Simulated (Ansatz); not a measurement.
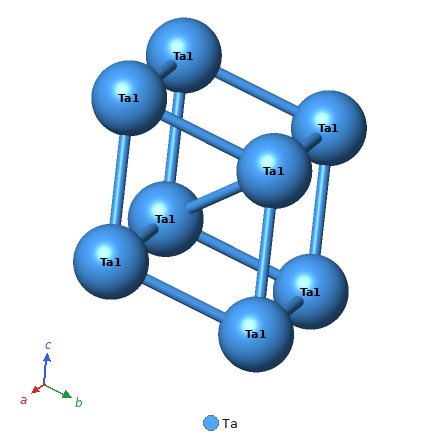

Three computed energy maps of cells of Ta. The picture above is the structure of the first map.

Map 1

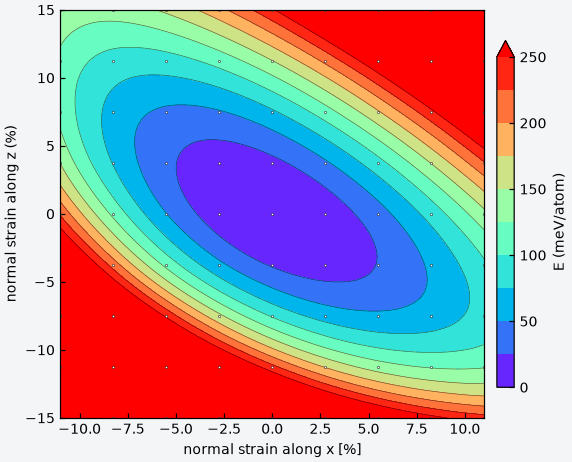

Ta (Im-3m, No. 229; 1 atom in the cell). 
- The energy is mapped over two homogeneous strains (x, y and z along the cube axes).
- The first coordinate is: normal strain along x; the second: normal strain along z.
- Nothing is relaxed (symmetry fixes all fractional coordinates).
- The scan uses a 9 × 9 grid.
- Points are written as (first, second).
- Energies are in meV/atom, from the lowest grid point.
- Theory: DFT PBE, scalar-relativistic, plane waves, PAW in Ansatz 0.2.0. Settings: cutoff 420 eV, k-mesh 18×18×18, gaussian smearing 0.15 eV, no spin polarisation.

Drawn: filled contours, dots at the grid points, one colour for all values above the top of the scale. Between grid points the surface is interpolated.

Map 2

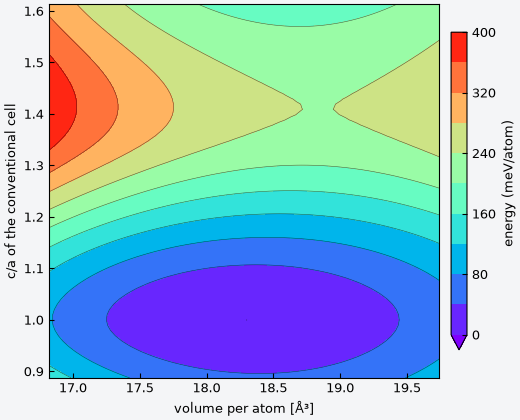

Ta (Im-3m, No. 229; 1 atom in the cell). The energy is mapped over volume and the cell's shape. Coordinates scanned: (1) volume per atom; (2) c/a of the conventional cell. Nothing is relaxed (symmetry fixes all fractional coordinates). The grid has 9 × 11 points. Points are written as (first, second). Energies are in meV/atom, from the lowest grid point. Level of theory: DFT PBE, scalar-relativistic, plane waves, PAW (Ansatz). Settings: cutoff 420 eV, k-mesh 20×20×20, gaussian smearing 0.15 eV, no spin polarisation.

Drawn: filled contours. Between grid points the surface is interpolated.

Map 3

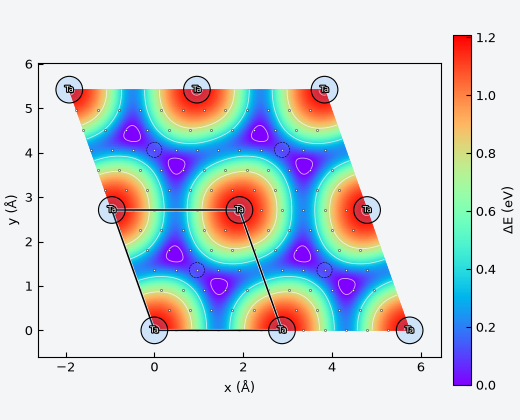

H on a Ta(110) slab cut from the Im-3m phase, its upper half relaxed before the scan (12 atoms of substrate and one adsorbate in a 2 × 2 cell). 
- H is moved over the surface cell; relaxed at each place: the height of the adsorbate's atoms; substrate rigid; the origin of the map has the adsorbate above Ta9.
- Places are given modulo a cell vector. The map is drawn in real space over the plane of the surface.
- The scan uses a 6 × 6 grid; 13 points were computed and 23 follow by symmetry.
- Places are given in fractions of the 1 × 1 surface cell.
- Energies: eV, counted from the lowest grid point.
- These are results of DFT PBE, scalar-relativistic, plane waves, PAW in Ansatz 0.2.0, not measurements. Settings: cutoff 420 eV, k-mesh 5×5×1, gaussian smearing 0.1 eV, no spin polarisation.

In the figure: a smooth colour map with a few white contour lines, dots at the grid points, labelled circles for the atoms of the top layer and small ones for the second layer, the outline of one cell of the 2 × 2 shown. Between grid points the surface is interpolated.

Question: Summarise the maps one by one.

Answer: Map 1: The lowest grid point is at (0.00 %, 0.00 %). No other kind of well shows on this grid. The highest grid point, (−11.00 %, −15.00 %), lies 1153 meV/atom above the lowest. Round the minimum the valley is strongly tilted: raising normal strain along x shifts the best value of normal strain along z downwards (coupling k₁₂/√(k₁₁k₂₂) about 0.6).
Map 2: The lowest grid point is at (18.280 Å³, 1.000) [bcc]. It is the only kind of minimum in the scanned range. The highest grid point, (16.818 Å³, 1.431), lies 392 meV/atom above the lowest.
Map 3: The lowest grid point is at (2/6, 4/6) of the cell vectors [nearest 1 Ta at 1.91 Å]; the map holds 2 wells of about this depth. The bottom of the well lies between grid points, at about (0.36, 0.64) of the cell vectors, about 0.053 eV lower on the interpolated surface. The highest grid point, the top site over a surface Ta atom, (0/6, 0/6) of the cell vectors, lies 1.21 eV above the lowest. On the interpolated surface the easiest way out of the lowest well to a well of about the same depth near (4/6, 2/6) of the cell vectors [nearest 1 Ta at 1.91 Å] passes a barrier of about 0.14 eV, counted from the interpolated bottom of the well. At the lowest point the adsorbate has 1 Ta at 1.91 Å as nearest neighbours, at the highest 1 Ta at 1.85 Å. Its relaxed height above the top atom is 1.10 Å at the lowest and 1.85 Å at the highest point.

Question: Maps 1, 2 start from a relaxed reference structure. Do they show a way to lower its energy?

Answer: No. In each of them the reference is the lowest point, within the accuracy of the grid, so it is stable against the distortions scanned (other distortions weren't tried).

PAW datasets: the set soft_1.
